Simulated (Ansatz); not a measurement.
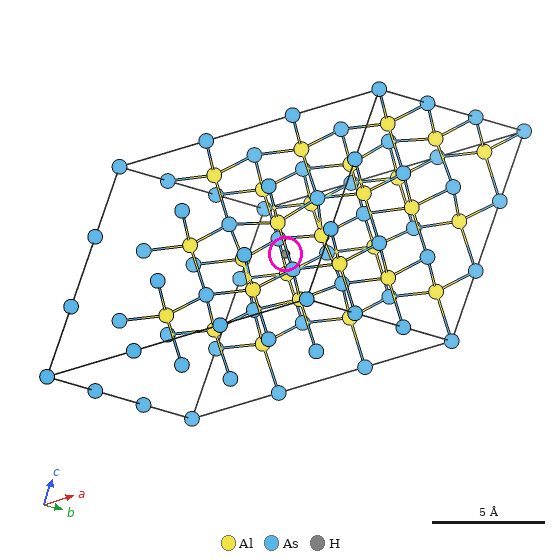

Crystal structure, ball-and-stick style, seen from a general direction. The supercell is outlined; an atom on or near a face, edge or corner is repeated at each equivalent position. The host is AlAs, in a cell of 54 sites, and the cell carries a charge of -1. A ring marks the defect's site.

### Which defect is modelled here, and what are its neighbours?

An interstitial hydrogen atom. It is bonded to no bonds drawn.

The atoms were relaxed in the host's cell with DFT PBE, scalar-relativistic, plane waves, PAW in Ansatz 0.2.0.
